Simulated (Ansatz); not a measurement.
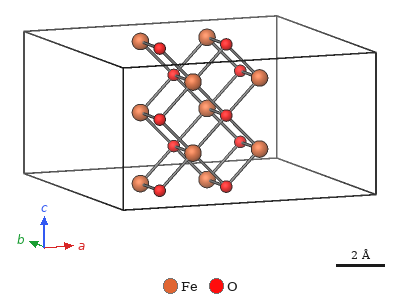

Starting structure of a wire of composition FeO. Style: ball-and-stick. Shown: the 2 repeat of the cell, with the vacuum cut short, slightly off an axis.

Case: wire along [1 1 0], 8 atoms a period.

Computed with Ansatz, DFT PBE, scalar-relativistic, plane waves, PAW.

Input
```yaml
crystal:
  lattice:
    - [13.6, 0.0, 0.0]
    - [0.0, 11.5, 0.0]
    - [0.0, 0.0, 3.0467992886]
  atoms:
    - { symbol: Fe, position: [0.5560073399, 0.593670106, 0.0], spin: 3.79 }
    - { symbol: O, position: [0.6680220196, 0.593670106, 0.5], spin: 0.35 }
    - { symbol: Fe, position: [0.4439926601, 0.406329894, 0.5], spin: 3.79 }
    - { symbol: O, position: [0.3319779804, 0.406329894, 0.0], spin: 0.35 }
    - { symbol: Fe, position: [0.6680220196, 0.406329894, 0.5], spin: 3.79 }
    - { symbol: O, position: [0.5560073399, 0.406329894, 0.0], spin: 0.35 }
    - { symbol: Fe, position: [0.3319779804, 0.593670106, 0.0], spin: 3.79 }
    - { symbol: O, position: [0.4439926601, 0.593670106, 0.5], spin: 0.35 }
basis:
  ecutwfc: 420
kpoints:
  mp_grid: { grid: [1, 1, 11] }
hamiltonian:
  xc: pbe
scf:
  occupations: { method: gaussian, width: 0.05 }
output:
  forces: true
  stress: true
  eigenvalues: true
  populations: true
  write_density: true
  write_potential: true
  elf: true
  volumetric_format: npy
magnetization:
  spin_polarized: true
relax:
  adjacent_minimum: "off"
  f_tol: 0.02
  max_steps: 45
  cell: { fix: [a, b, alpha, beta, gamma], stress_tol: 0.03 }
```

Command:
```bash
ansatz run input.yaml --threads 4 --pin off --max-ram 9216MiB --backend cpu --events-out ev --progress --plain --runs-dir out
```

Where does the relaxation end?

Answer. The largest moves relative to the layer's centre, 1.32 Å, are those of Fe5 and Fe7. By element the largest moves are Fe 1.32 Å, O 1.02 Å. Along the periodic axis the drawn cell goes c 6.094 → 5.431 Å (−10.9 %). Among the contacts that change: Fe1–O6 2.154 → 3.827 Å, Fe1–Fe7 3.047 → 2.303 Å, Fe1–O2 2.154 → 1.849 Å, Fe1–O8 2.154 → 1.919 Å. New bonds form: Fe1–Fe7 (3.05 → 2.30 Å), Fe3–Fe5 (3.05 → 2.30 Å). Bonds break: Fe1–O6 (2.15 → 3.83 Å), Fe3–O8 (2.15 → 3.83 Å). Bond angles that change, for instance: Fe3–O6–Fe5 180.0° → 121.8°, O4–Fe7–O8 90.0° → 140.6°, Fe3–O6–Fe5 90.0° → 68.6°. After 16 accepted moves (18 points after the start) the energy has fallen by 4.430 eV per cell of the calculation. The largest force component goes from 2.4 to 0.0071 eV/Å. At 2 points the geometry stayed and the basis and grid were re-selected for the new cell (energy shift of 18.9 meV per cell of the calculation at most each time). Cost: 5.2 min on 4 threads of Intel(R) Xeon(R) Platinum 8488C (Sapphire Rapids), on a shared host, peak memory 1.3 GiB.

History of the run:

```tsv
step	E − E(0), meV/atom	largest force component, eV/Å	note
0	0.00	2.4250	
1	-201.17	1.4775	
2	-272.97	1.8431	
3	-328.61	0.6182	
4	-388.40	0.9626	
5	-475.02	0.7842	
6	-511.67	0.7872	
7	-540.47	0.3040	
8	-543.45	0.5005	
9	-548.84	0.8096	
10	-553.92	0.4205	
11	-555.61	0.0591	
12	-555.85	0.0666	
13	-556.04	0.0286	
14	-556.00	0.0287	
15	-556.05	0.0028	
16	-553.70	0.0022	same geometry, new basis
17	-553.80	0.0070	
18	-553.73	0.0071	same geometry, new basis
```

The end point in the same view:

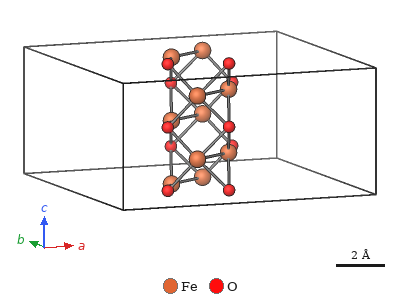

Limits of the set-up: the k-point mesh is coarse for a cell with partly filled bands.
